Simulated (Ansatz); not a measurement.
Molecular dynamics of LiBr (part 1 of 4)

System: LiBr (16 atoms in the cell).
Method: DFT, r2SCAN, plane waves, PAW, no spin polarisation (Ansatz 0.2.0).

The structure derives from an entry of the Crystallography Open Database. The geometry comes from this level: r2SCAN. It belongs to a series of runs on one base structure; here: NVT, Nosé–Hoover thermostat at 1000 K.

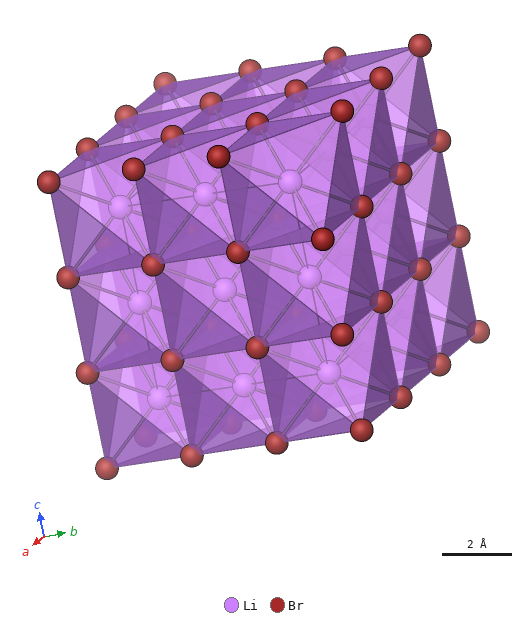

Fig. 1: The structure as given in the input (polyhedral view of the cell of the calculation, seen slightly off an axis; polyhedra are completed across the faces of the cell). An atom can appear more than once, as a periodic image.

**Summary**

- outcome: finished
- mean temperature over the second half: 634 K
- trajectory: 30 steps, 30 fs
- ensemble: nvt_nose_hoover
- temperature in the input: 1000 K
- time step: 1.0 fs
- space group of the start (tolerance 0.01 Å): Fm-3m (225)
- electrons treated: 80
- potential energy (free energy of the electrons) (last step): −24010.7415 eV
- Fermi energy (last step): 4.887 eV
- largest force (length of the vector) (last step): 1.089 eV/Å
- hardware: 4 threads of Arm Neoverse V2, 24 GiB of memory available, shared host
- wall time: 2.4 min (CPU time 9.4 min)
- peak memory: 1.7 GiB

The k-point mesh is coarse for a cell of this size, so the results may not be converged. So short a trajectory is not equilibrated. The temperature stays far from the 1000 K of the thermostat over the second half: the run isn't equilibrated.

**Input file**
```yaml
crystal:
  lattice:
    - [0.0, 5.4790971664, 5.4790971664]
    - [5.4790971664, 0.0, 5.4790971664]
    - [5.4790971664, 5.4790971664, 0.0]
  atoms:
    - { symbol: Li, position: [0.0, 0.0, 0.0] }
    - { symbol: Br, position: [0.25, 0.25, 0.25] }
    - { symbol: Li, position: [0.0, 0.0, 0.5] }
    - { symbol: Br, position: [0.25, 0.25, 0.75] }
    - { symbol: Li, position: [0.0, 0.5, 0.0] }
    - { symbol: Br, position: [0.25, 0.75, 0.25] }
    - { symbol: Li, position: [0.0, 0.5, 0.5] }
    - { symbol: Br, position: [0.25, 0.75, 0.75] }
    - { symbol: Li, position: [0.5, 0.0, 0.0] }
    - { symbol: Br, position: [0.75, 0.25, 0.25] }
    - { symbol: Li, position: [0.5, 0.0, 0.5] }
    - { symbol: Br, position: [0.75, 0.25, 0.75] }
    - { symbol: Li, position: [0.5, 0.5, 0.0] }
    - { symbol: Br, position: [0.75, 0.75, 0.25] }
    - { symbol: Li, position: [0.5, 0.5, 0.5] }
    - { symbol: Br, position: [0.75, 0.75, 0.75] }
kpoints:
  mp_grid: { grid: [2, 2, 2] }
hamiltonian:
  xc: r2scan
scf:
  occupations: { method: fermi_dirac, width: 0.086 }
md:
  ensemble: nvt_nose_hoover
  temperature: 1000
  timestep: 1.0
  n_steps: 30
  initial_velocities: maxwell_boltzmann
  seed: 1058
```

Launch command:
```bash
ansatz run input.yaml --threads 4 --pin off --max-ram 3686MiB --backend cpu --events-out ev --progress --plain --runs-dir out
```

**What the program printed**
```
Warning: md: disabling space-group detection — thermal motion breaks the input geometry's symmetry, so no spatial operation reduces the k-mesh or symmetrises the density; time reversal is kept, so that k and −k are solved as one point where they differ and the mesh holds both, and exact exchange and, on two spinor components, a DFT+U term hold to it where the run has them: on two components no moment then forms, and a state that bears one, which a typed moment (crystal.atoms[].spin; refused beside efield: under a hybrid functional) reaches, can lie lower, under hf by electronvolts; crystal.symmetry.detect: false (a key that needs symmetry detection or time reversal refuses this as the deck is read) with time_reversal: false beside it drops time reversal too
Engine: ansatz 0.2.0, aarch64-unknown-linux-gnu
Pseudopotentials: kind: paw
Pseudopotential: Li, paw, valence charge 3, recommended cutoff 500 eV (meta_gga), Li.paw.azcp
Pseudopotential: Br, paw, valence charge 7, recommended cutoff 500 eV (meta_gga), Br.paw.azcp
Functional definition: r2SCAN
  parameter k0 = 0.174
  parameter k1 = 0.065
  parameter a1 = 4.9479
  exchange = r2scan_x(k0 = k0, k1 = k1, a1 = a1)
  correlation = r2scan_c
Crystal: 16 atoms, lattice volume = 328.971 Å³
Basis set: ecut = 500 eV, 8363 PW (Γ), exchange–correlation on 240×240×240 points (64 copies of the dense FFT grid, shifted against one another)
Bands: 56, of which v1, the nominal top of the filled ones, is band 40 counted from 1 (39 counted from 0)
Symmetry: 1 space group operations
k-points: 8
Non-local potential: Li, projectors of the file, l = 0: 3, l = 1: 2, l = 2: 1
Non-local potential: Br, projectors of the file, l = 0: 2, l = 1: 2, l = 2: 2
PAW form: soft (Blöchl's): semilocal exchange-correlation on the pseudo side does not see the compensation charge
PAW frozen core: Br, regenerated for the run's functional (the file was generated under x = pbe(κ = 0.804, μ = 0.2195149727645171), c = pbe(β = 0.06672455060314922))
PAW one-centre angular grid: Li, 302 points (default); XC on 327 of its mesh's 2665 points in the sphere
PAW one-centre angular grid: Br, 302 points (default); XC on 160 Gauss nodes
Initial density: superposition of atomic densities (neutral atoms: chi_scale 0, normalization atom), corrected by the library's trained network
Initial wavefunctions: pseudopotential atomic-orbital guess
Functional: x = r2scan, c = r2scan; τ floored in thin density (d = 2e-4 eV/Å³)
SCF iter   1: F=—  HF=-24011.491005 eV  |F-HF|=—  |Δ(HF+E_count)|=         —  Δρ=2.50e-3  dr2=2.69e-2  dr2_τ=2.33e-2  ethr=1.77e-3  ⟨swp⟩=14.5  Hψ=2938  notcnv=0
preconditioner: auto → Resta (q_TF=auto, 2.155 Å⁻¹)  ε∞=2.6  [insulator: Δε(μ)=5.881 eV  Ē_g=12.862 eV  σ=0.086 eV  W_gap=1.00  n_scr=58 (ndim 8)  ℏωp=16.4 eV  f_vac=0.000  D(μ)=0.00/eV (n_scr^D=0)  ε∞_Penn≈2.6]
SCF iter   2: F=—  HF=-24011.637119 eV  |F-HF|=—  |Δ(HF+E_count)|=   1.46e-1  Δρ=1.49e-3  dr2=1.02e-2  dr2_τ=1.95e-4  ethr=3.37e-5  ⟨swp⟩=2.0  Hψ=834  notcnv=0  defer=70
SCF iter   3: F=—  HF=-24011.637994 eV  |F-HF|=—  |Δ(HF+E_count)|=   8.75e-4  Δρ=2.47e-4  dr2=1.85e-4  dr2_τ=1.16e-5  ethr=1.28e-5  ⟨swp⟩=2.0  Hψ=570  notcnv=0  defer=46
automatic band count: iteration 3 solves 53 bands in place of 56: the levels show a gap, and the empty bands left out lie too high to hold charge; the band table lists the bands solved (type scf.n_extra_bands for more)
SCF iter   4: F=—  HF=-24011.638166 eV  |F-HF|=—  |Δ(HF+E_count)|=   1.72e-4  Δρ=6.01e-5  dr2=1.26e-5  dr2_τ=1.03e-6  ethr=2.31e-7  ⟨swp⟩=2.0  Hψ=634  notcnv=0  defer=46
SCF iter   5: F=—  HF=-24011.638378 eV  |F-HF|=—  |Δ(HF+E_count)|=   2.13e-4  Δρ=1.01e-5  dr2=5.06e-7  dr2_τ=1.27e-8  ethr=1.58e-8  ⟨swp⟩=2.1  Hψ=702  notcnv=0  defer=46
SCF iter   6: F=-24011.638379 eV  HF=-24011.638379 eV  |F-HF|=1.26e-9  |Δ(HF+E_count)|=   2.53e-7  Δρ=1.13e-6  dr2=5.96e-9  dr2_τ=1.40e-10  ethr=2.00e-11  ⟨swp⟩=3.0  Hψ=1750  notcnv=0
SCF 1 converged in 6 iterations: F = -24011.638379 eV  dr2 = 5.96e-9
  greatest PAW one-centre occupation: 0.999 electrons in one spin orbital (limit 2), on the Li atom at site 4 (counted from 0), in its partial waves of l = 0
md step     0: t =     0.00 fs  T =  1000.0 K  F+E_penalty+E_count = -24011.63837873 eV  E_kin = 1.938900 eV  conserved = -24009.69947875 eV  (6 SCF iters)
Initial density: handed on by an earlier stage of this run
Initial wavefunctions: those handed on with the density
iter 1 solved again at ethr=2.34e-6 eV; its pass at ethr=3.10e-3 eV (dr2=1.87e-3 eV) is discarded
SCF iter   1: F=—  HF=-24011.633726 eV  |F-HF|=—  |Δ(HF+E_count)|=         —  Δρ=1.01e-3  dr2=1.92e-3  dr2_τ=3.10e-3  ethr=2.34e-6  ⟨swp⟩=3.6  Hψ=2477  notcnv=0
automatic band count: iteration 1 solves 53 bands in place of 56: the levels show a gap, and the empty bands left out lie too high to hold charge; the band table lists the bands solved (type scf.n_extra_bands for more)
preconditioner: auto → Resta (q_TF=auto, 2.155 Å⁻¹)  ε∞=2.7  [insulator: Δε(μ)=5.870 eV  Ē_g=12.505 eV  σ=0.086 eV  W_gap=1.00  n_scr=58 (ndim 8)  ℏωp=16.4 eV  f_vac=0.000  D(μ)=0.00/eV (n_scr^D=0)  ε∞_Penn≈2.7]
SCF iter   2: F=—  HF=-24011.635408 eV  |F-HF|=—  |Δ(HF+E_count)|=   1.68e-3  Δρ=5.46e-4  dr2=5.70e-4  dr2_τ=7.29e-5  ethr=2.34e-6  ⟨swp⟩=2.4  Hψ=750  notcnv=0
SCF iter   3: F=—  HF=-24011.635695 eV  |F-HF|=—  |Δ(HF+E_count)|=   2.87e-4  Δρ=4.68e-5  dr2=8.01e-6  dr2_τ=7.04e-7  ethr=7.12e-7  ⟨swp⟩=2.8  Hψ=750  notcnv=0
SCF iter   4: F=—  HF=-24011.635900 eV  |F-HF|=—  |Δ(HF+E_count)|=   2.05e-4  Δρ=1.29e-5  dr2=5.09e-7  dr2_τ=5.70e-8  ethr=1.00e-8  ⟨swp⟩=2.0  Hψ=713  notcnv=0
SCF iter   5: F=—  HF=-24011.635900 eV  |F-HF|=—  |Δ(HF+E_count)|=   6.41e-7  Δρ=3.93e-6  dr2=3.79e-8  dr2_τ=3.34e-9  ethr=6.36e-10  ⟨swp⟩=2.0  Hψ=737  notcnv=0
SCF iter   6: F=-24011.635900 eV  HF=-24011.635900 eV  |F-HF|=3.64e-12  |Δ(HF+E_count)|=   4.91e-8  Δρ=5.85e-7  dr2=1.60e-9  dr2_τ=9.54e-11  ethr=2.00e-11  ⟨swp⟩=4.0  Hψ=1351  notcnv=0
SCF 2 converged in 6 iterations: F = -24011.635900 eV  dr2 = 1.60e-9
  greatest PAW one-centre occupation: 0.999 electrons in one spin orbital (limit 2), on the Li atom at site 2 (counted from 0), in its partial waves of l = 0
md step     1: t =     1.00 fs  T =   998.7 K  F+E_penalty+E_count = -24011.63590024 eV  E_kin = 1.936424 eV  conserved = -24009.69947663 eV  (6 SCF iters)
[... from here on the SCF iterations and repeated set-up lines of each step are left out, up to the last step ...]
SCF 3 converged in 6 iterations: F = -24011.628502 eV  dr2 = 1.57e-9
md step     2: t =     2.00 fs  T =   994.9 K  F+E_penalty+E_count = -24011.62850184 eV  E_kin = 1.929033 eV  conserved = -24009.69946937 eV  (6 SCF iters)
SCF 4 converged in 6 iterations: F = -24011.616283 eV  dr2 = 1.51e-9
md step     3: t =     3.00 fs  T =   988.6 K  F+E_penalty+E_count = -24011.61628344 eV  E_kin = 1.916829 eV  conserved = -24009.69945749 eV  (6 SCF iters)
SCF 5 converged in 6 iterations: F = -24011.599399 eV  dr2 = 1.49e-9
md step     4: t =     4.00 fs  T =   979.9 K  F+E_penalty+E_count = -24011.59939882 eV  E_kin = 1.899966 eV  conserved = -24009.69944364 eV  (6 SCF iters)
SCF 6 converged in 3 iterations: F = -24011.578052 eV  dr2 = 4.99e-9
md step     5: t =     5.00 fs  T =   968.9 K  F+E_penalty+E_count = -24011.57805174 eV  E_kin = 1.878647 eV  conserved = -24009.69942972 eV  (3 SCF iters)
SCF 7 converged in 3 iterations: F = -24011.552489 eV  dr2 = 1.29e-9
md step     6: t =     6.00 fs  T =   955.8 K  F+E_penalty+E_count = -24011.55248947 eV  E_kin = 1.853130 eV  conserved = -24009.69941112 eV  (3 SCF iters)
SCF 8 converged in 3 iterations: F = -24011.523012 eV  dr2 = 7.79e-10
md step     7: t =     7.00 fs  T =   940.6 K  F+E_penalty+E_count = -24011.52301200 eV  E_kin = 1.823716 eV  conserved = -24009.69938974 eV  (3 SCF iters)
SCF 9 converged in 3 iterations: F = -24011.489961 eV  dr2 = 6.97e-10
md step     8: t =     8.00 fs  T =   923.6 K  F+E_penalty+E_count = -24011.48996099 eV  E_kin = 1.790750 eV  conserved = -24009.69936803 eV  (3 SCF iters)
SCF 10 converged in 2 iterations: F = -24011.453721 eV  dr2 = 2.07e-9
md step     9: t =     9.00 fs  T =   905.0 K  F+E_penalty+E_count = -24011.45372050 eV  E_kin = 1.754625 eV  conserved = -24009.69934210 eV  (2 SCF iters)
SCF 11 converged in 6 iterations: F = -24011.414708 eV  dr2 = 1.35e-9
md step    10: t =    10.00 fs  T =   884.9 K  F+E_penalty+E_count = -24011.41470787 eV  E_kin = 1.715763 eV  conserved = -24009.69931181 eV  (6 SCF iters)
SCF 12 converged in 3 iterations: F = -24011.373375 eV  dr2 = 7.03e-10
md step    11: t =    11.00 fs  T =   863.7 K  F+E_penalty+E_count = -24011.37337516 eV  E_kin = 1.674615 eV  conserved = -24009.69928383 eV  (3 SCF iters)
SCF 13 converged in 3 iterations: F = -24011.330199 eV  dr2 = 6.51e-10
md step    12: t =    12.00 fs  T =   841.5 K  F+E_penalty+E_count = -24011.33019929 eV  E_kin = 1.631668 eV  conserved = -24009.69925304 eV  (3 SCF iters)
SCF 14 converged in 2 iterations: F = -24011.285680 eV  dr2 = 7.67e-9
md step    13: t =    13.00 fs  T =   818.7 K  F+E_penalty+E_count = -24011.28568032 eV  E_kin = 1.587425 eV  conserved = -24009.69922096 eV  (2 SCF iters)
SCF 15 converged in 3 iterations: F = -24011.240334 eV  dr2 = 7.84e-10
md step    14: t =    14.00 fs  T =   795.5 K  F+E_penalty+E_count = -24011.24033362 eV  E_kin = 1.542405 eV  conserved = -24009.69918900 eV  (3 SCF iters)
SCF 16 converged in 2 iterations: F = -24011.194679 eV  dr2 = 5.17e-9
md step    15: t =    15.00 fs  T =   772.2 K  F+E_penalty+E_count = -24011.19467950 eV  E_kin = 1.497131 eV  conserved = -24009.69915700 eV  (2 SCF iters)
SCF 17 converged in 3 iterations: F = -24011.149238 eV  dr2 = 1.05e-9
md step    16: t =    16.00 fs  T =   748.9 K  F+E_penalty+E_count = -24011.14923794 eV  E_kin = 1.452126 eV  conserved = -24009.69912647 eV  (3 SCF iters)
SCF 18 converged in 2 iterations: F = -24011.104515 eV  dr2 = 2.59e-9
md step    17: t =    17.00 fs  T =   726.1 K  F+E_penalty+E_count = -24011.10451489 eV  E_kin = 1.407902 eV  conserved = -24009.69909427 eV  (2 SCF iters)
SCF 19 converged in 3 iterations: F = -24011.060997 eV  dr2 = 2.23e-10
md step    18: t =    18.00 fs  T =   704.0 K  F+E_penalty+E_count = -24011.06099703 eV  E_kin = 1.364942 eV  conserved = -24009.69906467 eV  (3 SCF iters)
SCF 20 converged in 2 iterations: F = -24011.019139 eV  dr2 = 1.54e-9
md step    19: t =    19.00 fs  T =   682.7 K  F+E_penalty+E_count = -24011.01913885 eV  E_kin = 1.323703 eV  conserved = -24009.69903889 eV  (2 SCF iters)
SCF 21 converged in 6 iterations: F = -24010.979353 eV  dr2 = 1.08e-9
md step    20: t =    20.00 fs  T =   662.5 K  F+E_penalty+E_count = -24010.97935295 eV  E_kin = 1.284599 eV  conserved = -24009.69901618 eV  (6 SCF iters)
SCF 22 converged in 3 iterations: F = -24010.942000 eV  dr2 = 5.18e-10
md step    21: t =    21.00 fs  T =   643.7 K  F+E_penalty+E_count = -24010.94199986 eV  E_kin = 1.247991 eV  conserved = -24009.69899766 eV  (3 SCF iters)
SCF 23 converged in 2 iterations: F = -24010.907380 eV  dr2 = 1.07e-8
md step    22: t =    22.00 fs  T =   626.2 K  F+E_penalty+E_count = -24010.90738016 eV  E_kin = 1.214181 eV  conserved = -24009.69898364 eV  (2 SCF iters)
SCF 24 converged in 3 iterations: F = -24010.875727 eV  dr2 = 9.27e-10
md step    23: t =    23.00 fs  T =   610.3 K  F+E_penalty+E_count = -24010.87572749 eV  E_kin = 1.183405 eV  conserved = -24009.69897399 eV  (3 SCF iters)
SCF 25 converged in 2 iterations: F = -24010.847204 eV  dr2 = 3.71e-9
md step    24: t =    24.00 fs  T =   596.1 K  F+E_penalty+E_count = -24010.84720370 eV  E_kin = 1.155825 eV  conserved = -24009.69896910 eV  (2 SCF iters)
SCF 26 converged in 2 iterations: F = -24010.821895 eV  dr2 = 9.65e-9
md step    25: t =    25.00 fs  T =   583.6 K  F+E_penalty+E_count = -24010.82189536 eV  E_kin = 1.131529 eV  conserved = -24009.69896923 eV  (2 SCF iters)
SCF 27 converged in 2 iterations: F = -24010.799813 eV  dr2 = 1.55e-8
md step    26: t =    26.00 fs  T =   572.8 K  F+E_penalty+E_count = -24010.79981252 eV  E_kin = 1.110529 eV  conserved = -24009.69897407 eV  (2 SCF iters)
SCF 28 converged in 3 iterations: F = -24010.780892 eV  dr2 = 1.76e-10
md step    27: t =    27.00 fs  T =   563.6 K  F+E_penalty+E_count = -24010.78089215 eV  E_kin = 1.092767 eV  conserved = -24009.69898295 eV  (3 SCF iters)
SCF 29 converged in 2 iterations: F = -24010.765005 eV  dr2 = 4.05e-9
md step    28: t =    28.00 fs  T =   556.0 K  F+E_penalty+E_count = -24010.76500453 eV  E_kin = 1.078114 eV  conserved = -24009.69899544 eV  (2 SCF iters)
SCF 30 converged in 2 iterations: F = -24010.751961 eV  dr2 = 9.68e-9
md step    29: t =    29.00 fs  T =   550.0 K  F+E_penalty+E_count = -24010.75196077 eV  E_kin = 1.066385 eV  conserved = -24009.69901148 eV  (2 SCF iters)
iter 1 solved again at ethr=5.71e-7 eV; its pass at ethr=3.10e-3 eV (dr2=4.57e-4 eV) is discarded
```
